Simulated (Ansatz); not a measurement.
Input structure:

```xyz
12
Lattice="5.0892 0.0000 0.0000 0.0000 5.0892 0.0000 0.0000 0.0000 5.0892" Properties=species:S:1:pos:R:3 pbc="T T T"
Zr    0.0000    0.0000    0.0000
O     1.2723    1.2723    1.2723
O     1.2723    3.8169    1.2723
Zr    0.0000    2.5446    2.5446
O     1.2723    3.8169    3.8169
O     1.2723    1.2723    3.8169
Zr    2.5446    0.0000    2.5446
O     3.8169    1.2723    3.8169
O     3.8169    3.8169    3.8169
Zr    2.5446    2.5446    0.0000
O     3.8169    3.8169    1.2723
O     3.8169    1.2723    1.2723
```

Q: Give a crystallographic description of this input.

A: Formula: ZrO2. It belongs to space group Fm-3m (No. 225) and has a face-centred cubic lattice. Prototype: fluorite (CaF₂ type). Content of the cell: 4 Zr, 8 O (Z = 4). Zr is coordinated by eight O in a cubic arrangement at 2.20 Å. Each O atom is coordinated by four Zr in a tetrahedral arrangement at 2.20 Å. Not all metal-metal contacts are counted. The bonds build a three-dimensional framework.

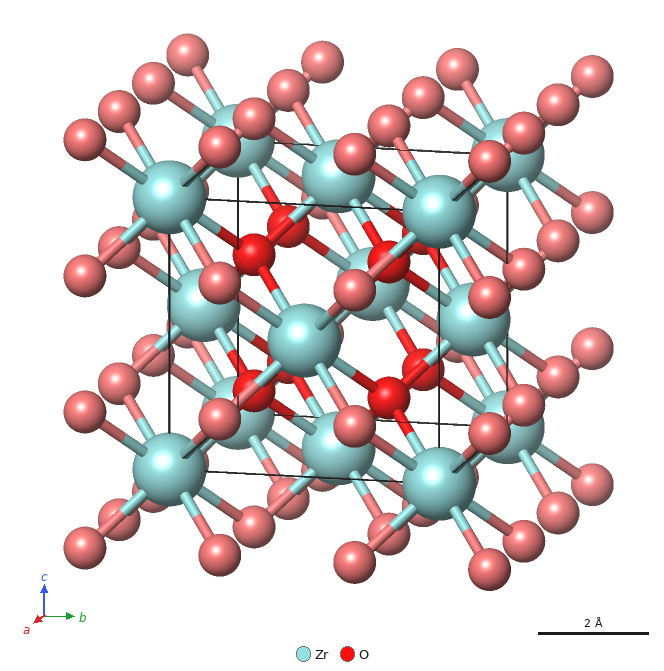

Crystal structure, ball-and-stick style, seen slightly off an axis. Thin lines show the conventional unit cell, with boundary atoms drawn in all their periodic places. The bonded neighbours beyond the faces are included, in fainter colours. Colours: zirconium light teal, oxygen red.

It goes back to a structure listed in the Materials Project, with elements exchanged, so it need not be a known form of the compound. Earlier steps of the study may have refined or changed the cell and positions. It was run through Ansatz as a DFT input.
